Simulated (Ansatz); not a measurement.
A series of calculations on SnSe$_{2}$

Part 1: Relaxation

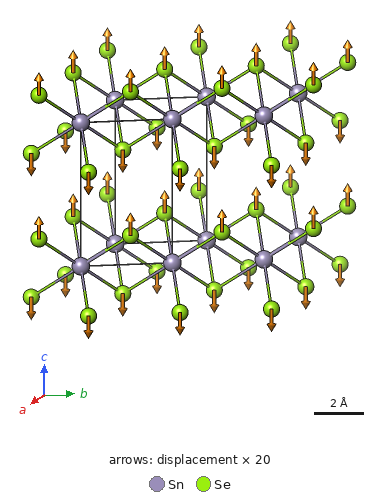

A relaxation of crystalline SnSe$_{2}$ (set up in P-3m1). The starting structure is drawn; orange arrows show the displacements (the part carried along by the change of the cell is left out), 20 times their true length.

The picture is a ball-and-stick view of the cell of the calculation, repeated 1 × 2 × 1 with one cell outlined, seen slightly off an axis.

The calculation used DFT PBEsol, scalar-relativistic, plane waves, PAW (Ansatz).

Input file:
```yaml
crystal:
  lattice:
    - [3.8109987816, 0.0, 0.0]
    - [-1.9054993908, 3.3004217586, 0.0]
    - [0.0, 0.0, 6.137]
  atoms:
    - { symbol: Sn, position: [0.0, 0.0, 0.0] }
    - { symbol: Se, position: [0.3333333333, 0.6666666667, 0.25] }
    - { symbol: Se, position: [0.6666666667, 0.3333333333, 0.75] }
basis:
  ecutwfc: 420
kpoints:
  mp_grid: { grid: [12, 12, 6] }
hamiltonian:
  xc: pbesol
scf:
  occupations: { method: gaussian, width: 0.02 }
output:
  forces: true
  stress: true
  eigenvalues: true
relax:
  adjacent_minimum: "off"
  f_tol: 0.005
  max_steps: 80
  cell: { stress_tol: 0.05 }
```

Command:
```bash
ansatz run input.yaml --threads 1 --pin off --max-ram 2560MiB --backend cpu --events-out ev --progress --plain --runs-dir out
```

Which element moves most?

Selenium: up to 0.050 Å, against 0.000 Å for tin.

Describe the change and its energy.

Over 3 accepted moves (5 points after the start) the energy falls by 29.0 meV per cell of the calculation. The largest force component goes from 0.54 to 0.0015 eV/Å. The pressure goes from 2.24 to 0.00 GPa. The line search rejected the trial step at point 1 of the run. At 1 point the geometry stayed and the basis and grid were re-selected for the new cell (energy shift of 0.1 meV per cell of the calculation at most each time). The largest moves relative to the cell, 0.050 Å, are those of Se2 and Se3. Se3 goes along −c. Sn stays in place. The drawn cell changes as follows: a = b 3.811 → 3.819 Å (+0.2 %), c 6.137 → 6.146 Å (+0.1 %); the volume changes by +0.6 %. Some distances before and after: Sn1–Se2 2.682 → 2.716 Å. The space group stays P-3m1 (No. 164). Cost: 90 s on 1 thread of Intel(R) Xeon(R) Processor @ 2.70GHz, with other jobs on the host, peak memory 0.51 GiB.

Limits of the set-up: layers or molecules are held without a dispersion correction, so their spacing is unreliable.

Part 2: Relaxation

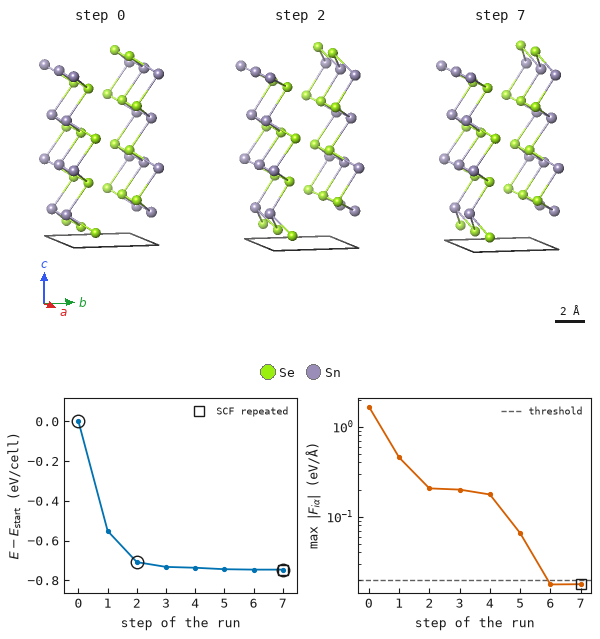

Frames of a relaxation of a slab of composition SnSe2 (cut from the P-3m1 phase), marked on the history of the run. Style: ball-and-stick. Shown: the 2 × 1 repeat of the cell, outlined in the plane, without the vacuum, slightly off an axis.

Case: (1 0 0) slab, atoms relaxed. The slab is the (1 0 0) face of SnSe2.

These are results of DFT PBEsol, scalar-relativistic, plane waves, PAW in Ansatz 0.2.0, not measurements.

The input:
```yaml
crystal:
  lattice:
    - [3.8189235643, 0.0, 0.0]
    - [0.0, 6.1455711339, 0.0]
    - [0.0, 0.0, 27.1267110133]
  atoms:
    - { symbol: Se, position: [0.0, 0.2580716049, 0.2764802558] }
    - { symbol: Sn, position: [0.5, 0.0, 0.3171202093] }
    - { symbol: Se, position: [0.0, 0.7419283951, 0.3577601628] }
    - { symbol: Se, position: [0.5, 0.2580716049, 0.3984001163] }
    - { symbol: Sn, position: [0.0, 0.0, 0.4390400698] }
    - { symbol: Se, position: [0.5, 0.7419283951, 0.4796800233] }
    - { symbol: Se, position: [0.0, 0.2580716049, 0.5203199767] }
    - { symbol: Sn, position: [0.5, 0.0, 0.5609599302] }
    - { symbol: Se, position: [0.0, 0.7419283951, 0.6015998837] }
    - { symbol: Se, position: [0.5, 0.2580716049, 0.6422398372] }
    - { symbol: Sn, position: [0.0, 0.0, 0.6828797907] }
    - { symbol: Se, position: [0.5, 0.7419283951, 0.7235197442] }
basis:
  ecutwfc: 420
kpoints:
  mp_grid: { grid: [9, 6, 1] }
hamiltonian:
  xc: pbesol
scf:
  occupations: { method: gaussian, width: 0.05 }
output:
  forces: true
  eigenvalues: true
  write_density: true
  write_potential: true
  elf: true
  volumetric_format: npy
relax:
  adjacent_minimum: "off"
  f_tol: 0.02
  max_steps: 60
efield:
  axis: 3
  dipole_correction: true
  ramp_width: 0.04
```

Run as
```bash
ansatz run input.yaml --threads 1 --pin off --max-ram 2560MiB --backend cpu --events-out ev --progress --plain --runs-dir out
```

### Describe the path.

The largest moves relative to the layer's centre, 0.53 Å, are those of Se1 and Se12. Se1 goes at 54° to the normal (−c side). By element the largest moves are Se 0.53 Å, Sn 0.23 Å. The cell doesn't change. Some distances before and after: Se1–Sn2 2.716 → 2.594 Å, Se9–Sn11 2.716 → 2.628 Å, Se10–Sn11 2.716 → 2.768 Å, Se4–Sn5 2.716 → 2.741 Å. Among the angles between lasting bonds that change: Se1–Sn2–Se3 180.0° → 159.9°, Se1–Sn2–Se4 89.3° → 106.2°, Sn2–Se1–Sn2 89.3° → 94.8°. The energy falls by 0.746 eV per cell of the calculation in 6 accepted moves (7 points after the start). Largest force component: 1.7 eV/Å at the start, 0.018 eV/Å at the end. 1 step only repeated the SCF at the same geometry. Cost: 26 min on 1 thread of Intel(R) Xeon(R) Processor @ 2.70GHz, with other jobs on the host, peak memory 1.4 GiB. From step 0 to 2: Se atoms move most (0.32 Å), energy −0.708 eV per cell of the calculation. From step 2 to 7: Se atoms move most (0.21 Å), energy −37.8 meV per cell of the calculation.

| step | E − E(0), meV/atom | largest force component, eV/Å | note |
| --- | --- | --- | --- |
| 0 | 0.00 | 1.6680 |  |
| 1 | -45.94 | 0.4542 |  |
| 2 | -59.00 | 0.2062 |  |
| 3 | -61.01 | 0.1999 |  |
| 4 | -61.36 | 0.1764 |  |
| 5 | -61.98 | 0.0657 |  |
| 6 | -62.15 | 0.0177 |  |
| 7 | -62.15 | 0.0178 | same geometry, SCF repeated |

Part 3: A change

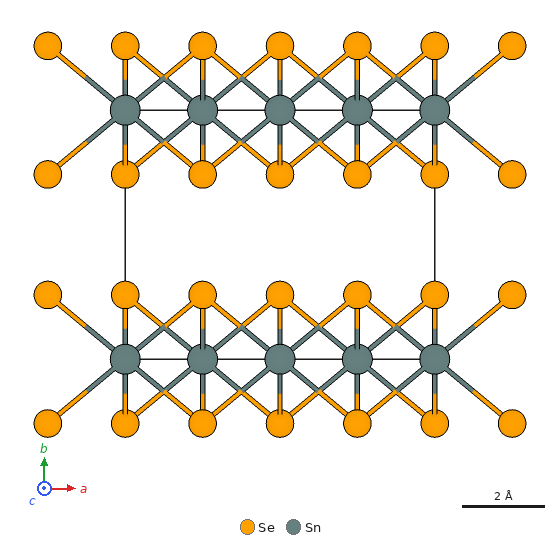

This is a (1 0 0) slab of SnSe2 as cut from the relaxed bulk. The picture is a ball-and-stick view of the 2 × 1 repeat of the cell, outlined in the plane, without the vacuum, seen along the c axis.

All numbers below come from DFT PBEsol, scalar-relativistic, plane waves, PAW in Ansatz 0.2.0. (plane-wave cutoff 420 eV; occupations gaussian; no spin polarisation) The k-mesh is chosen for each cell (12×12×6, 9×6×1). Smearing widths differ between the runs.

Change: The atoms of the slab are relaxed at the bulk's in-plane cell.

Input

The input is the one shown above.

What is the effect?

Answer. The surface energy (mean of the two faces) falls from 0.62 to 0.36 J/m². The top spacing, between the Se and Sn planes, goes from 1.10 to 1.48 Å (+34.7 %), the bottom one (Se to Sn) from 1.10 to 1.48 Å (+34.7 %). The cell stays as it was. The largest moves relative to the layer's centre, 0.53 Å, are those of Se1 and Se12. Se1 goes at 54° to the normal (−c side). By element the largest moves are Se 0.53 Å, Sn 0.23 Å. Some distances before and after: Se–Sn 2.716 → 2.594 to 2.768 Å.

The changed structure in the same view:

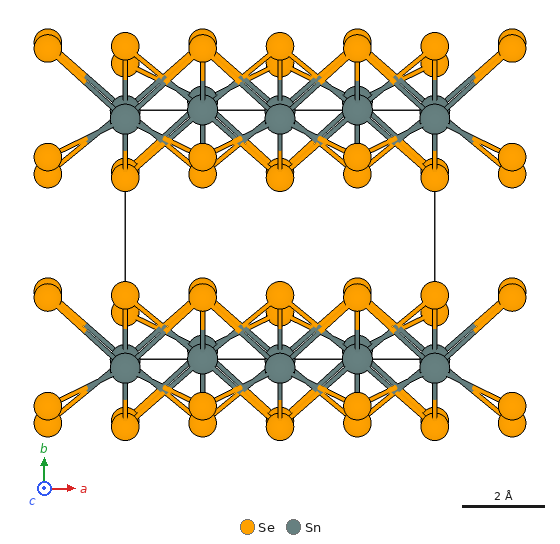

Limits of the set-up: layers or molecules are held without a dispersion correction, so their spacing is unreliable.
